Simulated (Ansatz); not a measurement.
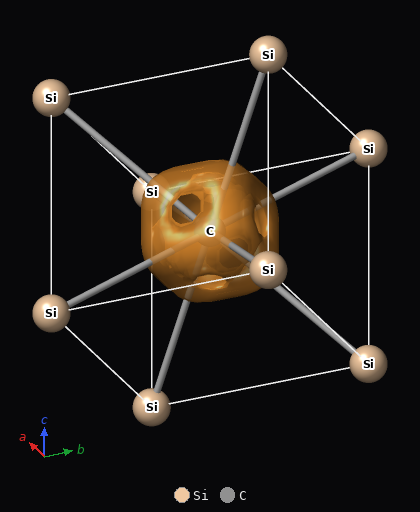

Figure 1: SiC. Isosurface of the ELF at 0.75 (orange), seen at an oblique angle. Core shells and regions of very low density are left out. Sticks mark near contacts.

Space group Pm-3m; a structure from a database of computed crystals, not necessarily the ambient phase; started from the CsCl-221 prototype, which need not be the ambient phase.

Theory: Ansatz, DFT, r2SCAN+rVV10, plane waves, PAW.

In a PAW calculation such maps are meaningful between the atoms, not at the nuclei.

### Describe the localisation domains.

At this value the surface marks out one region wrapped around C (its valence shell), counted in one cell of 2 atoms. Regions shared between cells count once. Along the contacts the grid gives the following. Si–C (2.27 Å): the ELF peaks at about 0.80 between the atoms.
